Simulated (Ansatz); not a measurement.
# Energy of HfB along an even scaling of the cell

System: HfB (Fm-3m, 2 atoms in the cell).
Method: Kohn-Sham DFT of a periodic cell, wPBEh, Ansatz NC, no spin polarisation (Ansatz 0.2.0).

The 5 runs differ only in the geometry, by an even scaling of the cell at fixed fractional positions. The structure derives from an entry of the Crystallography Open Database.

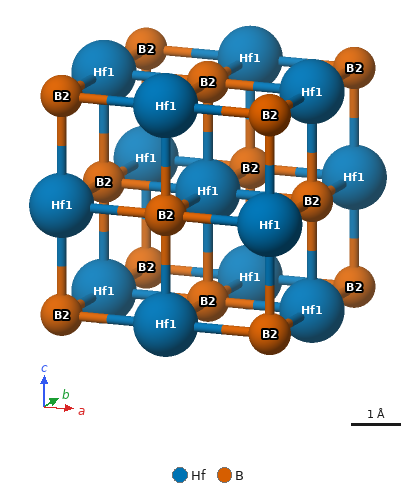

Figure 1. The structure of run 3 (ball-and-stick view of the cell 4 times as large as that of the calculation, set on its symmetry axes, seen slightly off an axis; atoms are numbered from 1 in the order of the input).

**Input of run 3**
```yaml
crystal:
  lattice:
    - [0.0, 2.3252984591, 2.3252984591]
    - [2.3252984591, 0.0, 2.3252984591]
    - [2.3252984591, 2.3252984591, 0.0]
  atoms:
    - { symbol: Hf, position: [0.5, 0.5, 0.5] }
    - { symbol: B, position: [0.0, 0.0, 0.0] }
hamiltonian:
  xc: wpbeh
  pseudopotentials: { kind: nc }
kpoints:
  mp_grid: { grid: [5, 5, 5] }
scf:
  occupations: { method: methfessel_paxton, width: 0.1 }
output:
  forces: true
  stress: true
  eigenvalues: true
```

Command:
```bash
ansatz run input.yaml --threads 1 --pin off --max-ram 2560MiB --backend cpu --events-out ev --progress --plain --runs-dir out
```

Run 2 differs from it as follows:
```diff
-    - [0.0, 2.3252984591, 2.3252984591]
-    - [2.3252984591, 0.0, 2.3252984591]
-    - [2.3252984591, 2.3252984591, 0.0]
+    - [0.0, 2.2944961772, 2.2944961772]
+    - [2.2944961772, 0.0, 2.2944961772]
+    - [2.2944961772, 2.2944961772, 0.0]
```

**Results, with one run withheld**

```csv
run,volume per atom (Å³),"free energy per atom, from the lowest run given (meV)",pressure (GPa)
1,11.587,315.51,53.92
2,12.080,?,?
3,12.573,69.24,27.66
4,12.819,30.76,22.43
5,13.066,0.00,17.62
```

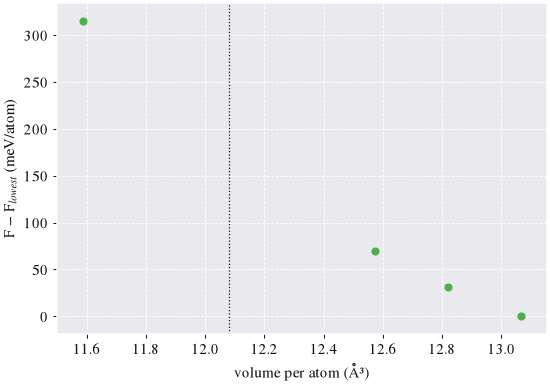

Figure 2. Free energy per atom of the runs given; the dotted line marks run 2.

Estimate the energy of run 2 from the others.

A quadratic polynomial in V^(−2/3) (the Birch–Murnaghan form), fitted to the 4 runs given, misses them by at most 0.06 meV per atom. With x = V^(−2/3) − 0.18577 Å⁻², it reads F = 84.143 + 18585 x + 5.9977e+05 x² (meV per atom). At run 2 it gives 172.13 meV per atom, and the run itself gives 172.23. The slope of the fit gives a pressure −dF/dV of 39.62 GPa there, and the run prints 39.62 GPa. The fit has no minimum inside this range.

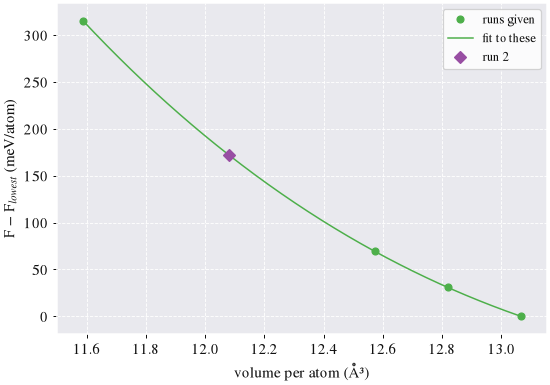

Figure 3. The fit and the withheld run.

**Output, shortened to warnings, some set-up lines, iterations and results (run 2)**
```
Warning: output.stress: scf.convergence.dr2_threshold = 1e-7 eV (the SCF's general default) is looser than the 2e-10 eV advised for a printed stress (1e-10 eV for each atom of the cell: 2). What an SCF threshold leaves in a stress goes as its square root, and in the free energy as the threshold itself, and one threshold admits the most on a small cell: of the crystals measured, under no hybrid …
Warning: output.stress: scf.exx.energy_threshold = 1e-6 eV is looser than the 2e-8 eV advised for a stress under a hybrid functional (1e-8 eV for each atom of the cell: 2). Every SCF of the exchange loop can meet its threshold on dr2 while the loop round them stops early: no threshold on dr2 bounds what that leaves in the stress. Set scf.exx.energy_threshold to 2e-8 eV or tighter. The threshold …
Basis set: ecut = 1116 eV, 2085 PW (Γ), exchange–correlation on 72×72×72 points (8 copies of the dense FFT grid, shifted against one another)
Symmetry: 48 space group operations
k-points: 10 of 125
Initial density: superposition of atomic densities (chi_scale 0.1, normalization cell, long waves kept (reshape's long-wave potential 0.00 eV rms))
[...]
SCF iter   1: F=—  HF=-1616.824104 eV  |F-HF|=—  |Δ(HF+E_count)|=         —  Δρ=7.11e-2  dr2=1.79e0  ethr=1.00e-1  ⟨swp⟩=3.5  Hψ=320  notcnv=0
SCF iter   2: F=—  HF=-1616.297460 eV  |F-HF|=—  |Δ(HF+E_count)|=   5.27e-1  S|Δr|=    0.00e0  Δρ=1.78e-2  dr2=5.06e-2  ethr=3.30e-4  ⟨swp⟩=3.0  Hψ=601  notcnv=0  defer=1
SCF iter   3: F=—  HF=-1616.285193 eV  |F-HF|=—  |Δ(HF+E_count)|=   1.23e-2  S|Δr|=    0.00e0  Δρ=8.02e-3  dr2=5.16e-3  ethr=3.30e-4  ⟨swp⟩=3.2  Hψ=273  notcnv=0  defer=1
SCF iter   4: F=—  HF=-1616.286673 eV  |F-HF|=—  |Δ(HF+E_count)|=   1.48e-3  S|Δr|=    0.00e0  Δρ=5.58e-4  dr2=8.13e-5  ethr=3.44e-5  ⟨swp⟩=2.8  Hψ=225  notcnv=0
SCF iter   5: F=—  HF=-1616.286657 eV  |F-HF|=—  |Δ(HF+E_count)|=   1.55e-5  S|Δr|=    0.00e0  Δρ=1.82e-4  dr2=7.10e-6  ethr=5.42e-7  ⟨swp⟩=3.5  Hψ=229  notcnv=0
[... 9 lines ...]
SCF 2 stopped early in 5 iterations: F = -1565.221723 eV  dr2 = 1.48e-6
SCF iter   1: F=—  HF=-1565.221752 eV  |F-HF|=—  |Δ(HF+E_count)|=         —  Δρ=3.17e-5  dr2=9.34e-8  ethr=1.51e-7  ⟨swp⟩=4.8  Hψ=350  notcnv=0
SCF iter   2: F=—  HF=-1565.221752 eV  |F-HF|=—  |Δ(HF+E_count)|=   2.75e-8  S|Δr|=    0.00e0  Δρ=1.67e-5  dr2=1.48e-8  ethr=6.00e-10  ⟨swp⟩=3.9  Hψ=273  notcnv=0  defer=1
SCF iter   3: F=-1565.221752 eV  HF=-1565.221752 eV  |F-HF|=6.93e-10  |Δ(HF+E_count)|=  1.99e-10  S|Δr|=    0.00e0  Δρ=4.29e-6  dr2=1.70e-9  ethr=9.77e-11  ⟨swp⟩=3.3  Hψ=244  …
SCF 3 converged in 3 iterations: F = -1565.221752 eV  dr2 = 1.70e-9
  Residual-converged pass: ⟨swp⟩=3.8  Hψ=275  notcnv=0  max |occ|·‖R‖ = 2.2e-6 eV (tolerance 2.4e-6 eV)  dr2=1.72e-9  max |Δocc| = 1.2e-15
hybrid outer 2: dexx = +4.792e-8 eV, tail = 3.78e-9 eV, Δε = 2.39e-3 eV (about 8.90e-5 eV left of the loop's levels)
hybrid SCF converged: 2 outer / 8 inner (+8 warm-up), last move |dexx| = 4.79e-8 eV, tail = 3.78e-9 eV
Stability not checked: this state was not tested for a lower state beside it, because the functional holds exact exchange (a hybrid, or Hartree-Fock), whose exchange loop this test does not read (fock_operator; see scf.lower_state_search)
Free energy (F): -1565.221752 eV
Frozen-core exchange: scaled_semilocal
Harris-Foulkes:  -1565.221752 eV  (|F-HF|=6.93e-10)
Internal energy: -1565.216425 eV  (E = F + TS)
E sigma→0 (E₀):  -1565.220421 eV
Entropy (-TS):   -0.005327 eV (-2.664 meV/atom)
Fermi energy:    15.438469 eV
--- Per-component energies (eV) ---
  E_band       = -101.855866
  E_kinetic    = 452.160809
  E_local      = -670.434230  (includes V_loc(G=0)·N_el)
  E_nonlocal   = 77.650962
  E_hartree    = 172.577619
  E_xc         = -335.551835
  E_vxc        = -230.511707  (∫ρ·V_xc dr)
  E_exx        = -37.938623  (= α·E_x^exact, valence–valence)
  E_ewald      = -1223.681127
  E_smearing   = -0.005327  (= −TS)
  E_closure    = -0.000000  (closes the sum)
  Σ components = -1565.221752   (vs F -1565.221752, Δ=2.27e-13)
--- Forces (eV/Å), atoms counted from 1 ---
  atom   1  Hf     0.00000000     0.00000000     0.00000000
  atom   2  B     -0.00000000     0.00000000    -0.00000000
  max |Σ_I F_I| component: 1.70e-29 eV/Å
--- Stress (GPa, compression-positive) ---
       39.624847      -0.000000      -0.000000
        0.000000      39.624847       0.000000
        0.000000       0.000000      39.624847
  P = ⅓ Tr σ = 39.6248 GPa (396.248 kbar)
```

Warnings of the run: the exchange loop's threshold is looser than advised for the stress; the SCF threshold is looser than advised for the printed stress. Spin–orbit coupling is left out, which matters for Hf.
